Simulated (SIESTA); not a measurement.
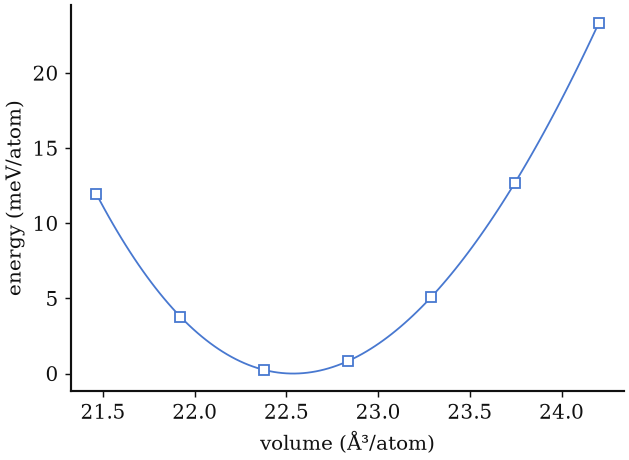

Plotted: energy against volume for Ge, space group P6_3/mmc (No. 194).

The given structure:
```
Ge
1.0
     3.99759    0.00000    0.00000
    -1.99879    3.46201    0.00000
     0.00000    0.00000    6.59938
Ge
4
Cartesian
  0.0000 2.3080 6.1843
  1.9988 1.1540 2.8846
  0.0000 2.3080 3.7148
  1.9988 1.1540 0.4151
```

Calculation (SIESTA 5.4.2): DFT in numerical atomic orbitals with pseudopotentials, no spin polarisation; energies at scaled volumes of the given cell, shape and fractions fixed, counted from the fit's minimum, third-order Birch-Murnaghan fit. Level: LDA.

k mesh 8×8×4; occupations Fermi–Dirac; smearing width 0.05 eV; potentials PseudoDojo 0.4 standard, converted to PSML, two zetas on semicore shells; program settings basis DZP, mesh cutoff 800 Ry.

From this curve and the settings, what does the calculation give for the pressure at the same points?

The pressure falls from 3.79 GPa at volume 21.46 Å³/atom to −4.20 GPa at 24.20 Å³/atom, and changes sign near 22.54 Å³/atom.

```tsv
volume (Å³/atom)	pressure (GPa)
21.46	3.79
21.92	2.01
22.38	0.50
22.83	-0.87
23.29	-2.12
23.75	-3.25
24.20	-4.20
```

Caveats: mulliken charges of long orbitals; shape and atomic fractions are frozen while scaling, which makes layered, chain and framework solids too stiff.
